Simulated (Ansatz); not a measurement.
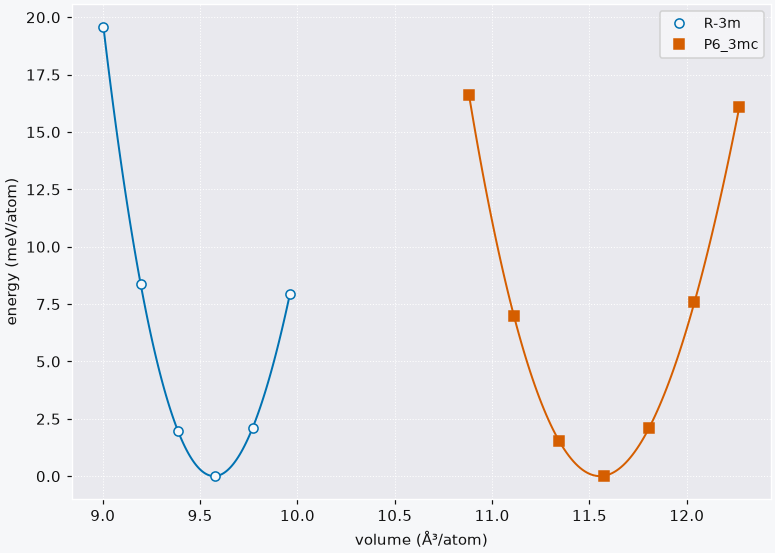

**Figure.** Energy against volume, with one curve for each structure, for CoO. Each energy curve has its own zero, so the curves don't rank the structures.

Settings that differ: R-3m: k mesh 11×11×11; P6_3mc: k mesh 10×10×5.

The fitted equilibrium volumes, smallest first, are R-3m 9.572, P6_3mc 11.554 Å³/atom. The fitted bulk moduli, smallest first, are P6_3mc 125.8, R-3m 170.2 GPa.

Method: all-electron LAPW DFT, collinear spins; energies at scaled volumes of the given cell, shape and fractions fixed, counted from the fit's minimum, third-order Birch-Murnaghan fit (Ansatz 0.2.0). Level: PBE, collinear spin.

```
       setting                                   value
   occupations                             Fermi–Dirac
smearing width                                 0.05 eV
    potentials  all electron LAPW, scalar relativistic
```

Keep in mind: the program warns: seeded moment not kept (P6_3mc); shape and atomic fractions are frozen while scaling, which makes layered, chain and framework solids too stiff.
